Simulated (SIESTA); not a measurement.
## Pt: 7 runs along one coordinate

System: Pt (Im-3m, 1 atom in the cell).
Method: Kohn-Sham DFT of a periodic cell, LDA, PseudoDojo 0.4 standard, converted to PSML, no spin polarisation (SIESTA 5.4.2).

The 7 runs differ only in the geometry, by an even scaling of the cell at fixed fractional positions. The structure derives from a Materials Project entry.

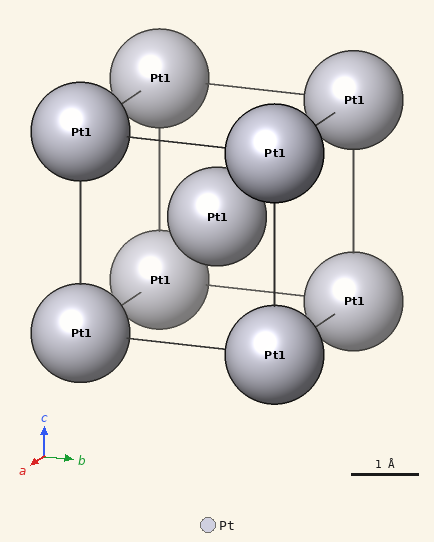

Figure 1. The structure of run 4 (spheres-only view of the cell 2 times as large as that of the calculation, set on its symmetry axes, seen slightly off an axis; atoms are numbered from 1 in the order of the input). An atom can appear more than once, as a periodic image.

## Input of run 4
```
SystemName                      Pt
SystemLabel                     Pt
NumberOfSpecies                 1
NumberOfAtoms                   1
%block ChemicalSpeciesLabel
  1  78 Pt
%endblock ChemicalSpeciesLabel

LatticeConstant                 1.0 Ang
%block LatticeVectors
    -1.5842200000     1.5842200000     1.5842200000
     1.5842200000    -1.5842200000     1.5842200000
     1.5842200000     1.5842200000    -1.5842200000
%endblock LatticeVectors
AtomicCoordinatesFormat         Fractional
%block AtomicCoordinatesAndAtomicSpecies
     0.0000000000     0.0000000000     0.0000000000  1  Pt
%endblock AtomicCoordinatesAndAtomicSpecies

%block kgrid.MonkhorstPack
   12   0   0  0.0
    0  12   0  0.0
    0   0  12  0.0
%endblock kgrid.MonkhorstPack
XC.Functional                   LDA
XC.Authors                      PW92
PAO.BasisSize                   DZP
PAO.EnergyShift                 0.003 Ry
Mesh.Cutoff                     800 Ry
OccupationFunction              FD
ElectronicTemperature           0.05 eV
MaxSCFIterations                120
SCF.MustConverge                false
SCF.Mixer.Method                Pulay
SCF.Mixer.Weight                0.25
SCF.Mixer.History               8
SCF.DM.Tolerance                5.0e-05
SCF.H.Tolerance                 1.0e-03 eV
WriteForces                     true
Charge.Mulliken                 end
%block PAO.Basis
  Pt 5
  n=5 0 2
    2.732 0.000
  n=6 0 2
    7.210 0.000
  n=5 1 2
    3.260 0.000
  n=6 1 1
    7.210
  n=5 2 2
    5.681 0.000
%endblock PAO.Basis
```

Command:
```bash
siesta Pt.fdf > Pt.out 2>&1
```

Run 3 differs from it as follows:
```diff
-    -1.5842200000     1.5842200000     1.5842200000
-     1.5842200000    -1.5842200000     1.5842200000
-     1.5842200000     1.5842200000    -1.5842200000
+    -1.5735873306     1.5735873306     1.5735873306
+     1.5735873306    -1.5735873306     1.5735873306
+     1.5735873306     1.5735873306    -1.5735873306
```

## Results, with one run withheld

```csv
run,volume per atom (Å³),"free energy per atom, from the lowest run given (meV)",pressure (GPa)
1,14.950,0.00,2.01
2,15.268,2.18,−4.07
3,15.586,?,?
4,15.904,38.89,−14.03
5,16.222,70.83,−18.07
6,16.540,110.25,−21.53
7,16.858,156.06,−24.56
```

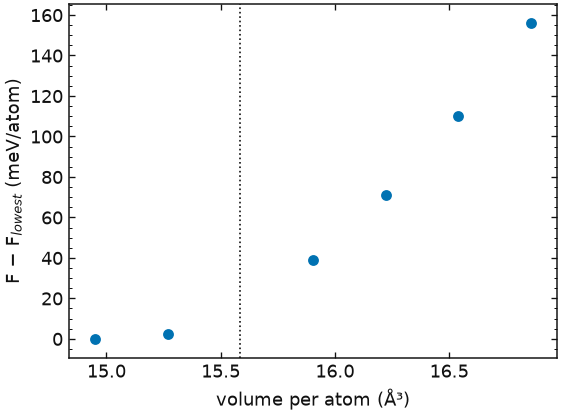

Figure 2. Free energy per atom of the runs given; the dotted line marks run 3.

What should run 3 give?

A cubic polynomial in V^(−2/3) (the Birch–Murnaghan form), fitted to the 6 runs given, misses them by at most 0.04 meV per atom. With x = V^(−2/3) − 0.15793 Å⁻², it reads F = 41.514 − 13608 x + 1.0666e+06 x² + 5.171e+06 x³ (meV per atom). At run 3 it gives 15.61 meV per atom, and the run itself gives 15.58. The slope of the fit gives a pressure −dF/dV of −9.38 GPa there, and the run prints −9.32 GPa. The two needn't agree exactly: the fit is approximate, and the printed stress is taken on a finite basis. The fit has its minimum at 15.052 Å³ per atom, where V d²F/dV² gives 296 GPa: the bulk modulus at this level, since symmetry fixes the shape and the positions.

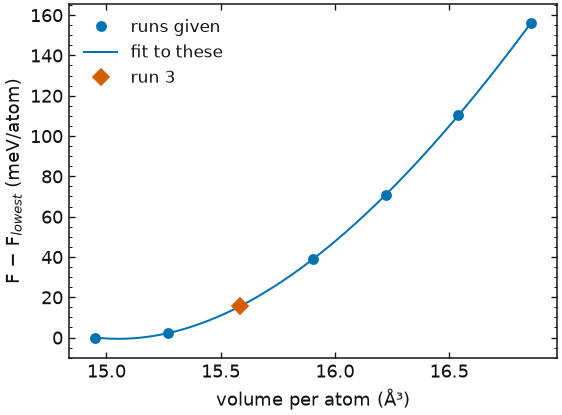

Figure 3. The fit and the withheld run.

## Some lines of the output (run 3)
```
[...]
outcell: Cell volume (Ang**3)        :     15.5859
stepf: Fermi-Dirac step function
siesta: Etot    =     -3554.498046
siesta: FreeEng =     -3554.504798
        iscf     Eharris(eV)        E_KS(eV)     FreeEng(eV)     dDmax    Ef(eV) dHmax(eV)
siesta: E_KS(eV) =            -3555.6167
siesta: E_KS - E_eggbox =     -3555.6167
siesta: Etot    =     -3555.616665
siesta: FreeEng =     -3555.622993
siesta:         Fermi =      -3.958032
siesta: Cell volume =         15.585924 Ang**3
    Orbital volume contribution        =           0.900449 eV
```

Notes: Points of doubt noted for this run: mulliken charges of long orbitals. Spin–orbit coupling is left out, which matters for Pt. With a small basis of atomic orbitals these values can differ much from converged plane-wave results.
